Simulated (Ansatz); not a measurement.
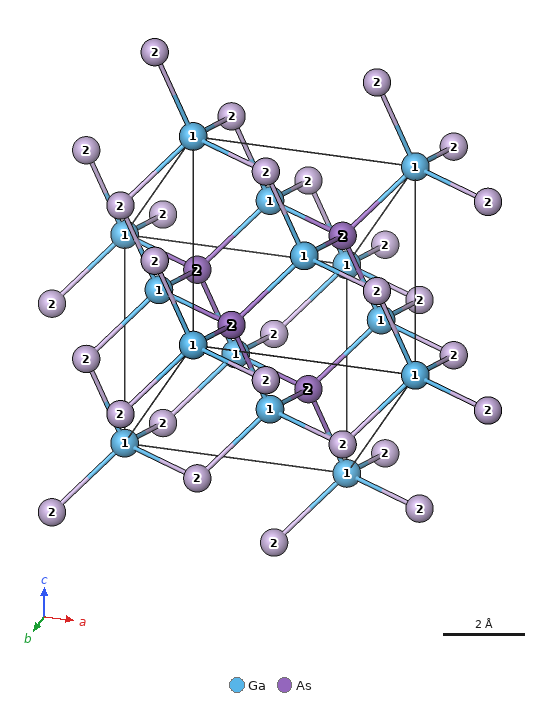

Figure 1. The structure (ball-and-stick view of the cell 4 times as large as that of the calculation, set on its symmetry axes, seen at an oblique angle; neighbours outside the cell are drawn fainter; atoms are numbered from 1 in the order of the input).

GaAs: single-point calculation

The run: single-point calculation of GaAs (F-43m, 2 atoms in the cell). Method and program: DFT, PBEsol, plane waves, PAW, no spin polarisation (Ansatz 0.2.0).

The structure derives from an entry of the Crystallography Open Database. Figures and captions count atoms from 1; the log counts them from 0 in places.

Output:
```
scf.n_extra_bands = 1 over 14 filled bands (N_el = 28.0): the run solves 15 bands
Engine: ansatz 0.2.0, x86_64-unknown-linux-gnu
Pseudopotentials: kind: paw
Pseudopotential: Ga, paw, valence charge 13, recommended cutoff 420 eV (normal), Ga.paw.azcp
Pseudopotential: As, paw, valence charge 15, recommended cutoff 420 eV (normal), As.paw.azcp
Functional definition: PBEsol
  exchange = pbesol_x
  correlation = pbesol_c
Crystal: 2 atoms, lattice volume = 47.563 Å³
Basis set: ecut = 420 eV, 941 PW (Γ), exchange–correlation on 60×60×60 points (8 copies of the dense FFT grid, shifted against one another)
Bands: 15, of which v1, the nominal top of the filled ones, is band 14 counted from 1 (13 counted from 0)
Symmetry: 24 space group operations
Space group: F-43m (ITA 216), of the structure as read, at distance tolerance 3.6e-5 Å
k-points: 47 of 1000 (time reversal used)
Non-local potential: Ga, projectors of the file, l = 0: 2, l = 1: 2, l = 2: 3, l = 3: 1
Non-local potential: As, projectors of the file, l = 0: 2, l = 1: 2, l = 2: 3, l = 3: 1
PAW form: soft (Blöchl's): semilocal exchange-correlation on the pseudo side does not see the compensation charge
PAW frozen core: Ga, regenerated for the run's functional, and the local potential with it (the file was generated under x = pbe(κ = 0.804, μ = 0.2195149727645171), c = pbe(β = 0.06672455060314922))
PAW frozen core: As, regenerated for the run's functional, and the local potential with it (the file was generated under x = pbe(κ = 0.804, μ = 0.2195149727645171), c = pbe(β = 0.06672455060314922))
PAW one-centre angular grid: Ga, 590 points (default); XC on 64 Gauss nodes
PAW one-centre angular grid: As, 590 points (default); XC on 64 Gauss nodes
Initial density: superposition of atomic densities (neutral atoms: chi_scale 0, normalization atom), corrected by the library's trained network
Initial wavefunctions: pseudopotential atomic-orbital guess
Functional: x = pbesol(κ = 0.804, μ = 0.12345679012345678), c = pbesol(β = 0.046)
SCF iter   1: F=—  HF=-8556.839937 eV  |F-HF|=—  |Δ(HF+E_count)|=         —  Δρ=3.48e-3  dr2=9.28e-3  ethr=1.77e-3  ⟨swp⟩=6.0  Hψ=3270  notcnv=0
preconditioner: auto → Resta (q_TF=auto, 2.498 Å⁻¹)  ε∞=4.2  [insulator: Δε(μ)=0.054 eV  Ē_g=12.747 eV  σ=0.010 eV  W_gap=1.00  n_scr=14 (ndim 4)  ℏωp=22.8 eV  f_vac=0.105  D(μ)=0.00/eV (n_scr^D=0)  ε∞_Penn≈4.2]
SCF iter   2: F=—  HF=-8556.836984 eV  |F-HF|=—  |Δ(HF+E_count)|=   2.95e-3  Δρ=1.74e-3  dr2=2.47e-3  ethr=3.32e-5  ⟨swp⟩=2.5  Hψ=1520  notcnv=0
SCF iter   3: F=—  HF=-8556.836678 eV  |F-HF|=—  |Δ(HF+E_count)|=   3.06e-4  Δρ=5.71e-4  dr2=3.02e-4  ethr=8.82e-6  ⟨swp⟩=2.0  Hψ=925  notcnv=0
SCF iter   4: F=—  HF=-8556.836724 eV  |F-HF|=—  |Δ(HF+E_count)|=   4.54e-5  Δρ=2.11e-4  dr2=4.06e-5  ethr=1.08e-6  ⟨swp⟩=2.4  Hψ=1360  notcnv=0
SCF iter   5: F=—  HF=-8556.836739 eV  |F-HF|=—  |Δ(HF+E_count)|=   1.57e-5  Δρ=1.39e-4  dr2=6.17e-6  ethr=1.45e-7  ⟨swp⟩=2.1  Hψ=1143  notcnv=0
SCF iter   6: F=—  HF=-8556.836741 eV  |F-HF|=—  |Δ(HF+E_count)|=   1.93e-6  Δρ=3.80e-5  dr2=6.68e-7  ethr=2.20e-8  ⟨swp⟩=2.0  Hψ=1126  notcnv=0
SCF iter   7: F=—  HF=-8556.836742 eV  |F-HF|=—  |Δ(HF+E_count)|=   7.94e-7  Δρ=2.07e-5  dr2=1.33e-7  ethr=3.57e-10  ⟨swp⟩=5.4  Hψ=3406  notcnv=0
SCF iter   8: F=-8556.836742 eV  HF=-8556.836742 eV  |F-HF|=4.07e-8  |Δ(HF+E_count)|=   1.98e-7  Δρ=8.65e-6  dr2=2.36e-8  ethr=3.57e-10  ⟨swp⟩=4.5  Hψ=3043  notcnv=0
SCF 1 converged in 8 iterations: F = -8556.836742 eV  dr2 = 2.36e-8
  greatest PAW one-centre occupation: 0.999 electrons in one spin orbital (limit 2), on the As atom at site 1 (counted from 0), in its partial waves of l = 2
SCF converged after 8 iterations
Free energy (F): -8556.836742 eV
Harris-Foulkes:  -8556.836742 eV  (|F-HF|=4.07e-8)
Internal energy: -8556.836742 eV  (E = F + TS)
E sigma→0 (E₀):  -8556.836742 eV
Fermi energy:    7.404774 eV
--- Per-component energies (eV) ---
  E_band       = -332.633722
  E_kinetic    = 218.042964
  E_local      = -3993.300264  (includes V_loc(G=0)·N_el)
  E_nonlocal   = -242.285381
  E_hartree    = 2001.136721
  E_xc         = -146.506528
  E_vxc        = -136.460668  (∫ρ·V_xc dr)
  E_paw        = -3742.895027  (= ΣΔE_a)
  E_vpaw       = -180.898256  (= ΣTr[D̂ρ^β])
  E_aug_tail   = -0.000106  (compensation charges beyond the density's cutoff)
  E_ewald      = -2652.858528
  E_core_change = 1.829407  (= ΣΔE_core)
  E_smearing   = -0.000000  (= −TS)
  E_closure    = 0.000000  (closes the sum)
  Σ components = -8556.836742   (vs F -8556.836742, Δ=0.00e0)
--- Forces (eV/Å), atoms counted from 1 ---
  atom   1  Ga    -0.00000000     0.00000000    -0.00000000
  atom   2  As     0.00000000    -0.00000000     0.00000000
  max |Σ_I F_I| component: 1.85e-16 eV/Å
--- Stress (GPa, compression-positive) ---
       -3.007983       0.000000      -0.000000
        0.000000      -3.007983       0.000000
       -0.000000       0.000000      -3.007983
  P = ⅓ Tr σ = -3.0080 GPa (-30.080 kbar)
--- Band table (eV; the first three rows and the last of 47) ---
  k-point 0: bands = ["-27.7481", "-27.7481", "-27.7481", "-27.7399", "-27.7399", "-7.3303", "-7.3303", "-7.3303", "-7.2628", "-7.2628", "-5.0245", "7.3701", "7.3701", "7.3701", "7.4379"]
  k-point 1: bands = ["-27.7481", "-27.7480", "-27.7480", "-27.7399", "-27.7399", "-7.3374", "-7.3283", "-7.3283", "-7.2629", "-7.2629", "-4.9153", "5.7714", "7.2230", "7.2230", "8.5458"]
  k-point 2: bands = ["-27.7480", "-27.7479", "-27.7479", "-27.7399", "-27.7399", "-7.3549", "-7.3235", "-7.3235", "-7.2629", "-7.2629", "-4.6019", "4.0891", "6.9030", "6.9030", "8.7086"]
  k-point 46: bands = ["-27.7481", "-27.7474", "-27.7467", "-27.7401", "-27.7394", "-7.4146", "-7.3024", "-7.2924", "-7.2732", "-7.2584", "-2.6911", "0.9176", "4.1064", "4.2783", "11.1737"]
```

This output came from the following input.

Input:
```yaml
crystal:
  lattice:
    - [0.0, 2.8757276588, 2.8757276588]
    - [2.8757276588, 0.0, 2.8757276588]
    - [2.8757276588, 2.8757276588, 0.0]
  atoms:
    - { symbol: Ga, position: [0.0, 0.0, 0.0] }
    - { symbol: As, position: [0.75, 0.75, 0.75] }
basis:
  ecutwfc: 420
kpoints:
  mp_grid: { grid: [10, 10, 10] }
hamiltonian:
  xc: pbesol
scf:
  occupations: { method: gaussian, width: 0.01 }
  n_extra_bands: 1
  mixing: { algorithm: msr1, beta: 0.5, ndim: 4 }
output:
  forces: true
  eigenvalues: true
  stress: true
```

Launch command:
```bash
ansatz run input.yaml --threads 1 --pin off --max-ram 3072MiB --backend cpu --events-out ev --progress --plain --runs-dir out
```

Results in brief:

```json
{"quantity": "outcome", "value": "converged"}
{"quantity": "space group (tolerance 0.01 Å)", "value": "F-43m (216)"}
{"quantity": "electrons treated", "value": "28"}
{"quantity": "free energy", "value": "−8556.8367 eV"}
{"quantity": "Fermi energy", "value": "7.405 eV"}
{"quantity": "gap on the k-point mesh", "value": "0.07 eV"}
{"quantity": "pressure", "value": "−3.01 GPa"}
{"quantity": "largest force (length of the vector)", "value": "under 0.001 eV/Å"}
{"quantity": "hardware", "value": "1 thread of Intel Xeon @ 2.50GHz (Skylake/Cascade Lake), 192 GiB of memory available, shared host"}
{"quantity": "wall time", "value": "5.4 s"}
{"quantity": "peak memory", "value": "0.41 GiB"}
```

Settings chosen away from the usual ones: scf.n_extra_bands set to 1; scf.mixing.algorithm set to msr1; scf.mixing.beta set to 0.5; scf.mixing.ndim set to 4.
